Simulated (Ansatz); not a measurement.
```
Al O
1.0
     9.44000    0.00000    0.00000
     0.00000    2.84000    0.00000
     0.00000    0.00000    4.42000
Al O
4 8
Direct
  0.14279 0.25000 0.91444
  0.85721 0.75000 0.08556
  0.35721 0.75000 0.41444
  0.64279 0.25000 0.58556
  0.80409 0.25000 0.33954
  0.19591 0.75000 0.66046
  0.69591 0.75000 0.83954
  0.30409 0.25000 0.16046
  0.93989 0.25000 0.83421
  0.06011 0.75000 0.16579
  0.56011 0.75000 0.33421
  0.43989 0.25000 0.66579
```

Space group Pnma; computed pressure about −9 GPa in this cell.

All numbers below come from DFT, r2SCAN, plane-wave PAW, default files, scalar-relativistic, frozen cores (Ansatz).

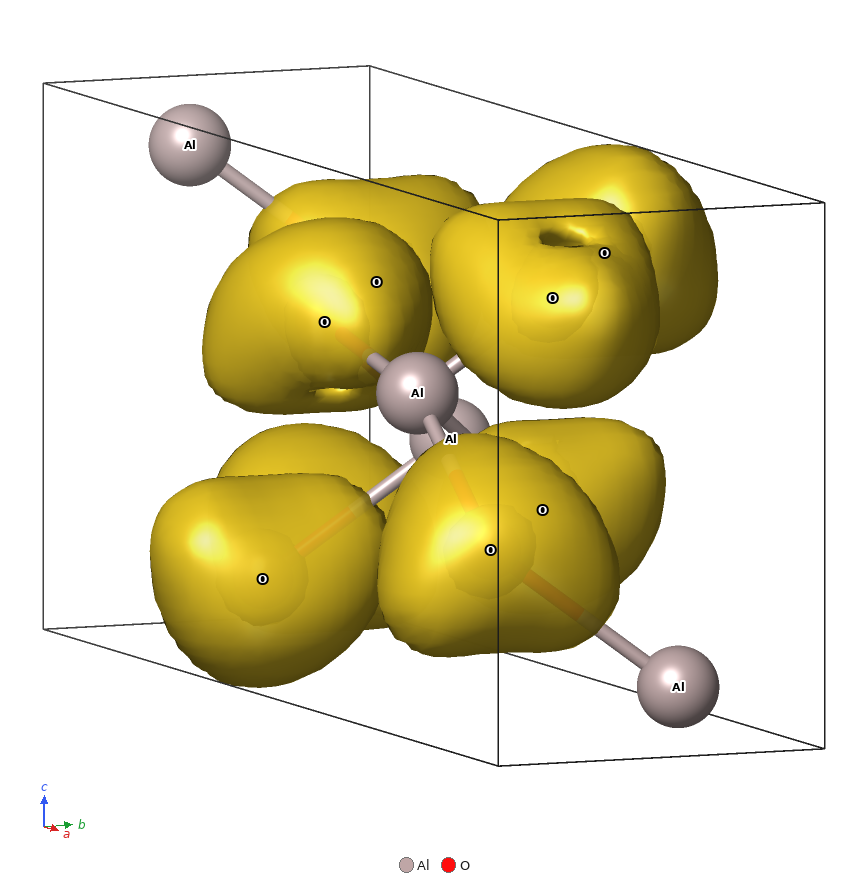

AlO2. Isosurface of the electron localisation function at 0.7 (yellow), seen slightly off an axis. Only the valence region is drawn (cores and ρ < 0.01 e/Å³ removed). Sticks mark near contacts.

Question: Where are the electrons localised?

Answer: The ELF exceeds this value in eight regions on O in which the atom's valence shell and bonds are merged, counted in one cell of 12 atoms. Any copies at cell faces, edges or corners count once.

Values along the shortest contacts:
Al–O (1.87 Å): the ELF peaks at about 0.90 in the valence shell of O, 0.7 Å from its nucleus, and is about 0.85 at the midpoint. Al–O (1.95 Å): the ELF peaks at about 0.85 in the valence shell of O, 0.7 Å from its nucleus, and is about 0.75 at the midpoint.

Question: Does the calculation make it a metal, or give it a gap?

Answer: It is metallic or semimetallic at this level of theory: no gap opens.
